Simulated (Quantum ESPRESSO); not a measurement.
# Zone-centre optical phonons of zinc-blende SiC under biaxial (001) strain: shift and splitting per per cent in LDA

The zone-centre optical modes of zinc-blende SiC are calculated in LDA for a crystal strained equally along x and y and free of stress along z. The problem is to find how far the singlet, polarised along z, and the doublet, polarised in the plane, move per per cent of strain, and how far they separate. Films of SiC on a foreign substrate carry strain that bends wafers and alters electronic properties, and a Raman line can reveal it without contact if this calibration is known. Shifts are measured from the unstrained crystal at 798.10 cm⁻¹, tension is positive, and the splitting is singlet minus doublet. The macroscopic field of the longitudinal mode is left out.

## Computational details

One crystal, SiC (zinc-blende) (known phase (3C)), relaxed once; z is the cube axis [001]. The cell was strained equally along x and y, with the z edge set so that the stress along z vanishes. Forces on the atoms are under 0.01 eV/Å in every row. Program: Quantum ESPRESSO 7.5, plane waves, LDA, PseudoDojo norm-conserving potentials, scalar-relativistic, no spin-orbit coupling, no spin; linear response. Plane-wave runs: cutoff 1225 eV; k meshes with a least product of divisions and cell-vector length from 35 to 37 Å; fixed occupations. The tabled runs alone: cutoff 1225 eV, k length 36 to 37 Å, k mesh 12×12×12.

Notes on method and selection:

- Harmonic values at the static lattice; measured values carry thermal expansion and anharmonic shifts at their temperature.
- For a cubic two-atom crystal the shifts follow the phonon deformation potentials p and q: singlet Δω = [p·ε_zz + q·(ε_xx + ε_yy)]/(2ω₀), doublet Δω = [p·ε_xx + q·(ε_yy + ε_zz)]/(2ω₀).
- In a polar crystal the macroscopic field, left out here, lifts whichever component is longitudinal for the scattering geometry, at rest by 175.8 cm⁻¹.
- Runs that did not converge, have known faults or may not be shown are not listed, and runs on Ansatz's PAW sets soft_1 and soft_2 are kept to separate tables.

Columns:

- biaxial strain (%): equal strain along x and y; tension positive.
- strain along z (%): strain along z that goes with it.
- stress (GPa): stress along x, tension positive.
- singlet mode (cm⁻¹): zone-centre optical mode, singlet, polarised along z; no LO-TO term, no sum rule.
- doublet mode (cm⁻¹): zone-centre optical mode, doublet, polarised in the x-y plane; no LO-TO term, no sum rule.
- splitting (cm⁻¹): singlet minus doublet.

Input lines of one member:

```
phonons
&inputph
   prefix = 'x'
   outdir = './tmp'
   fildyn = 's.dyn'
   tr2_ph = 1.0d-18
   epsil = .true.
/
0.000000000000 0.000000000000 0.000000000000
```

Command (options for logging and memory left out): `OMP_NUM_THREADS=1 mpirun -n 8 ph.x -nk 8 -in ph.in > ph.out`

## Data

| member | biaxial strain (%) | strain along z (%) | stress (GPa) | singlet mode (cm⁻¹) | doublet mode (cm⁻¹) | splitting (cm⁻¹) |
| --- | --- | --- | --- | --- | --- | --- |
| −3.0 % | −3 | 2.02 | −14.86 | 842.25 | 827.67 | 14.58 |
| −2.0 % | −2 | ? | ? | ? | ? | ? |
| −1.0 % | −1 | 0.69 | −4.62 | 812.37 | 808.40 | 3.97 |
| +0.0 % | 0 | 0.00 | −0.01 | 798.10 | 798.10 | 0.00 |
| +1.0 % | 1 | −0.71 | 4.31 | 784.24 | 787.32 | −3.08 |
| +2.0 % | 2 | −1.43 | 8.33 | 770.81 | 776.12 | −5.31 |
| +3.0 % | 3 | −2.18 | 12.10 | 757.79 | 764.47 | −6.68 |

Cells marked ? are withheld until the estimate has been made.

Least-squares fits to the members shown, with x = biaxial strain (%); R² and errors in the fitted variable (y, or ln y where the fit is in ln y):

| y | members | fit | R² | rms residual | leave-one-out rms | the same for the mean of the others |
| --- | --- | --- | --- | --- | --- | --- |
| singlet mode (cm⁻¹) | 6 | y = 798.95 − 14.075 x | 1.00 | 0.80 | 1.6 | 33 |
| doublet mode (cm⁻¹) | 6 | y = 797.2 − 10.53 x | 1.00 | 0.84 | 1.7 | 25 |

## The trend and its physics

Both modes fall from each shown member to the next as the strain goes from compression to tension. Between −1.0 % and +1.0 % the singlet moves by (784.24 − 812.37) / 2 = −14.07 cm⁻¹ per per cent and the doublet by (787.32 − 808.40) / 2 = −10.54 cm⁻¹ per per cent. The splitting therefore changes by (−3.08 − 3.97) / 2 = −3.5 cm⁻¹ per per cent.

The common fall follows from bond length. In-plane tension is only partly offset by the contraction along z, so the bonds lengthen and their restoring forces weaken. At +1.0 % the mean linear strain is (1 + 1 − 0.71) / 3 = 0.43 %.

The splitting has another origin, because all four bonds of an atom keep equal lengths under this strain. Tension tilts them towards the plane, so that a displacement along z stretches them less and one in the plane stretches them more. This lowers the singlet relative to the doublet, as the table shows. With bond-stretching forces alone, each squared frequency is proportional to the squared direction cosine of the bonds along the displacement, so to first order the two would separate by 2 × (−0.71 − 1) = −3.42 %. This gives a splitting of 798.10 × (−3.42 / 100) / 2 = −13.6 cm⁻¹. The calculated value is −3.08 cm⁻¹, so angular and longer-ranged forces must cancel most of the effect.

A single coefficient serves the splitting less well than the shifts. It is 14.58 cm⁻¹ at −3.0 % but only −6.68 cm⁻¹ at +3.0 %. The two modes curve in opposite senses: from 0 to +3.0 % the singlet's successive steps shrink from 13.86 to 13.02 cm⁻¹, while those of the doublet grow from 10.78 to 11.65 cm⁻¹. The linear deformation-potential formulas do not contain this curvature.

These slopes do not apply as they stand to a Raman line with longitudinal character, whose squared frequency also contains the omitted field term.

## Prediction

Plain estimates from the members shown:

- −2.0 %, fit at x = −2: 827.10 cm⁻¹
- −2.0 %, straight-line interpolation between −3.0 % and −1.0 %: w = (−2 − (−3)) / (−1 − (−3)) = 0.500, so 842.25 + 0.500 × (812.37 − 842.25) = 827.31 cm⁻¹

The singlet varies smoothly with strain, and its small curvature is well resolved. The straight-line fit ignores that curvature and has an rms residual of 0.80 cm⁻¹, so interpolation between the two neighbours, 827.31 cm⁻¹, is the better start. It lies slightly too high, because the curve bends upwards and runs below its chord.

The correction follows from the members at −3.0 %, −1.0 % and 0 %. Let d be the change in the step from one per cent of strain to the next, taken as constant over this range. The step from −1.0 % to 0 % is 812.37 − 798.10 = 14.27 cm⁻¹, and the two steps before it are larger by d and 2d. Their sum is 842.25 − 812.37 = 29.88 cm⁻¹, so d = (29.88 − 2 × 14.27) / 3 = 0.447 cm⁻¹. The midpoint of the chord lies d/2 above the curve, which gives 827.31 − 0.22 = 827.09 cm⁻¹.

The mirror case tests the route. From 0 %, +1.0 % and +3.0 %, d = (2 × 13.86 − 26.45) / 3 = 0.423 cm⁻¹, and the value at +2.0 % comes out as (784.24 + 757.79) / 2 − 0.423 / 2 = 770.80 cm⁻¹, against 770.81 cm⁻¹ in the table.

The values of d found on the two sides differ by about 0.02 cm⁻¹, which enters the estimate by half. With some allowance for numerical scatter in the separate runs, one standard deviation is put at 0.03 cm⁻¹.

**Committed estimate, −2.0 %: singlet mode = 827.09 ± 0.03 cm⁻¹.**

## Result

| member | biaxial strain (%) | strain along z (%) | stress (GPa) | singlet mode (cm⁻¹) | doublet mode (cm⁻¹) | splitting (cm⁻¹) |
| --- | --- | --- | --- | --- | --- | --- |
| −2.0 % | −2 | 1.36 | −9.57 | 827.09 | 818.27 | 8.82 |

| member | estimate | singlet mode (cm⁻¹) | computed | estimate − computed | miss in error bars |
| --- | --- | --- | --- | --- | --- |
| −2.0 % | committed | 827.09 | 827.09 | 0.00 | 0.0 |
| −2.0 % | fit | 827.10 | 827.09 | +0.01 |  |
| −2.0 % | interpolation | 827.31 | 827.09 | +0.22 |  |

singlet mode (cm⁻¹) against biaxial strain (%):

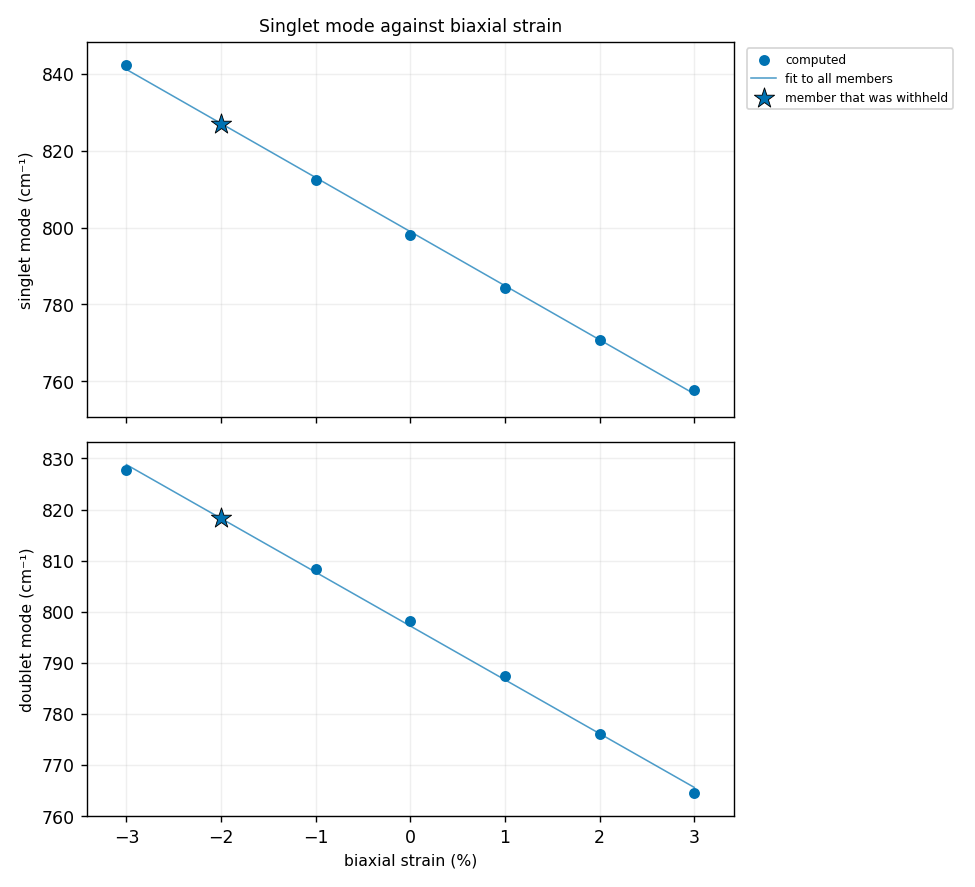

The estimate of 827.09 cm⁻¹ agrees with the computed value to the printed digits and so lies inside its error bar. Interpolation between the neighbours was 0.22 cm⁻¹ too high, which is the amount that the curvature correction removed.

The straight-line fit missed by only 0.01 cm⁻¹, but this closeness belongs to the position of the member. The curve runs above the line at ±3.0 % and below it from −1.0 % to +1.0 %, and it crosses the line close to ±2.0 %. At 0 % the same line is wrong by 0.85 cm⁻¹.

The argument that the singlet's steps change by a nearly constant amount therefore held on the compressive side as well. The result confirms a smooth second-order response to strain, but it does not test how bond stretching and angular forces share the splitting. The doublet, at 818.27 cm⁻¹, also fits its earlier pattern: its steps grow steadily from compression to tension, while those of the singlet shrink.

## Members off the line

Least-squares fits to the whole series, with x = biaxial strain (%); R² and errors in the fitted variable (y, or ln y where the fit is in ln y):

| y | members | fit | R² | rms residual | leave-one-out rms | the same for the mean of the others |
| --- | --- | --- | --- | --- | --- | --- |
| singlet mode (cm⁻¹) | 7 | y = 798.95 − 14.074 x | 1.00 | 0.74 | 1.2 | 33 |
| doublet mode (cm⁻¹) | 7 | y = 797.2 − 10.53 x | 1.00 | 0.78 | 1.3 | 25 |

Largest departures from the fit to the whole series:

| member | singlet mode (cm⁻¹) | fit | computed − fit | in rms residuals |
| --- | --- | --- | --- | --- |
| −3.0 % | 842.25 | 841.17 | +1.08 | 1.5 |
| +3.0 % | 757.79 | 756.73 | +1.06 | 1.4 |
| +0.0 % | 798.10 | 798.95 | −0.85 | 1.1 |
| −1.0 % | 812.37 | 813.02 | −0.65 | 0.9 |

No member stands out, since the largest departure is 1.5 rms residuals. The departures are positive at both ends (+1.08 and +1.06 cm⁻¹) and negative in the middle (−0.85 cm⁻¹ at 0 %), as expected when a straight line is laid through a smooth curve that bends upwards.

## Conclusions and limits

Near zero strain the singlet shifts by −14.07 and the doublet by −10.54 cm⁻¹ per per cent, and the splitting changes by about −3.5 cm⁻¹ per per cent. The shifts can be used linearly within ±1 %, with an error of about 0.2 cm⁻¹ at the ends. At larger strain a quadratic term is needed, above all for the splitting, which is 8.82 cm⁻¹ at −2.0 % but −5.31 cm⁻¹ at +2.0 %. With that term, a new singlet value inside the range can be estimated to a few hundredths of a cm⁻¹.

In terms of stress, the doublet moves by (787.32 − 808.40) / (4.31 + 4.62) = −2.36 cm⁻¹ per GPa. A downward shift of the doublet by 1 cm⁻¹ thus means about 0.42 GPa of in-plane tension.

The omitted macroscopic field raises the longitudinal mode by 175.8 cm⁻¹ at rest. Backscattering from a (001) film shows that longitudinal line, so its strain slope must include the change of the field term.

[Logs are printed without paths, hosts, clocks, repeated set-up lines and the standing remarks that a program may print on its own settings, such as how far it seeks lower states.]
